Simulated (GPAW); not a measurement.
## NaI (Fm-3m): refractive index against wavelength

The refractive index of NaI (Fm-3m) below the direct gap (3.66 eV on the mesh) is read from one computed spectrum, n = √(Re ε).

Cell: a, b, c = 4.577, 4.577, 4.577 Å (primitive vectors), 2 atoms.

Method: GPAW 26.7.0, PBE, RPA, k-mesh 9×9×9, local fields up to 50 eV, Lorentzian half width 0.15 eV.

Launch of the response step: `OMP_NUM_THREADS=1 python df.py`. The run took 74 s, its band step included, on 1 thread of Intel(R) Xeon(R) Platinum 8488C (Sapphire Rapids) (shared host).

| wavelength (nm) | photon energy E (eV) | n |
| --- | --- | --- |
| 1550 | 0.800 | 1.7529 |
| 1310 | 0.946 | 1.7561 |
| 1064 | 1.165 | 1.7620 |
| 850 | 1.459 | 1.7722 |
| 700 | 1.771 | 1.7862 |
| 633 | 1.959 | 1.7965 |
| 532 | 2.331 | ? |

In the single-oscillator model n² − 1 = E₀E_d/(E₀² − E²), so 1/(n² − 1) = E₀/E_d − E²/(E₀E_d) is linear in E².

Working, on the rows shown:

| x = E² (eV²) | y = 1/(n² − 1) |
| --- | --- |
| 0.639837 | 0.482472 |
| 0.895757 | 0.479872 |
| 1.35784 | 0.47514 |
| 2.12762 | 0.467138 |
| 3.13716 | 0.456515 |
| 3.83641 | 0.448951 |

Means: x̄ = 1.9991, ȳ = 0.46835. Σ(x − x̄)(y − ȳ) = -0.08553, Σ(x − x̄)² = 8.164. Slope = -0.08553 / 8.164 = -0.01048; intercept = ȳ − slope · x̄ = 0.48929. Turned back into n, the line misses the rows shown by at most 0.0002.

Task: What does the fit predict for the withheld row, and how well does it do?

Result: At x = 5.4314 the line gives y = 0.43239, that is 1.8201. The run gave 1.8216, so the extrapolation is off by 0.0015, 2 % of the range in the table.

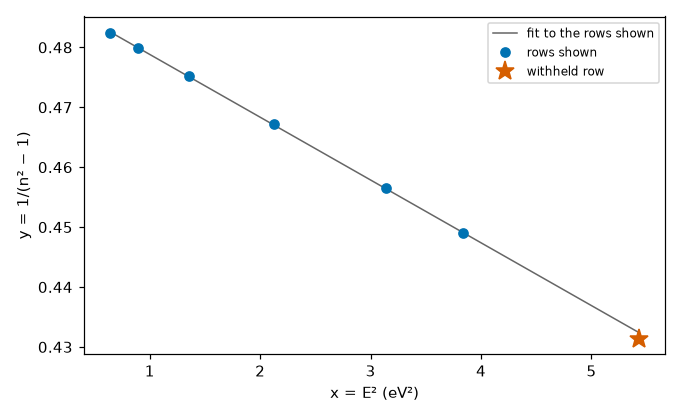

Refitted with all rows, the slope is -0.01064 and the intercept 0.48956. These give E₀ = √(intercept/−slope) = 6.78 eV and E_d = E₀/intercept = 13.9 eV; E₀ is 1.9 times the direct gap. The electronic limit at long wavelengths, without lattice vibrations, is n = √(1 + 1/intercept) = 1.744. Excitons are left out; PBE gaps are as a rule too small. The values come from a sum over the points of one k-mesh and carry its error, which grows as the direct gap shrinks. Spin-orbit coupling is left out.
